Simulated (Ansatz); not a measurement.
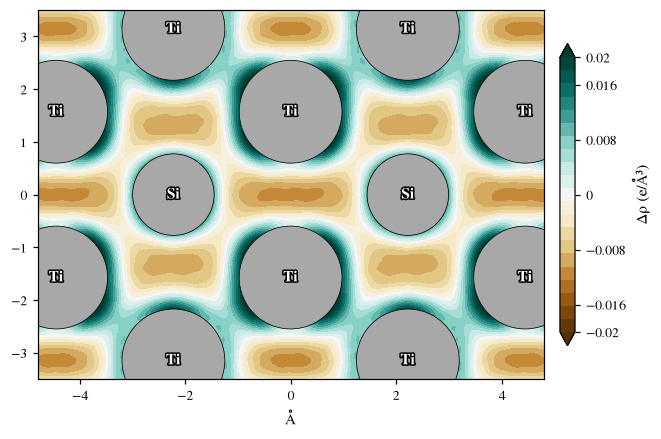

Ti3Si. Difference of the valence pseudo-densities of two functionals at the same geometry, on the (011̄) plane of the calculation cell: LDA less r2SCAN.

Both computed with Ansatz (plane waves, PAW), on the same k-point mesh. Grey discs cover the atomic cores.

```xyz
4
Lattice="0.0000 3.1444 3.1444 3.1444 0.0000 3.1444 3.1444 3.1444 0.0000" Properties=species:S:1:pos:R:3 pbc="T T T"
Ti    0.0000    0.0000    0.0000
Ti    1.5722    1.5722    1.5722
Ti    4.7165    4.7165    4.7165
Si    3.1444    3.1444    3.1444
```

Where does the change of functional move the electrons?

Against r2SCAN, LDA gives more density around Ti (+0.007 e/Å³ on average at 1.1 Å from the nucleus) and a change of +0.007 e/Å³ at the midpoint of Ti–Ti and −0.008 e/Å³ at the midpoint of Ti–Si.
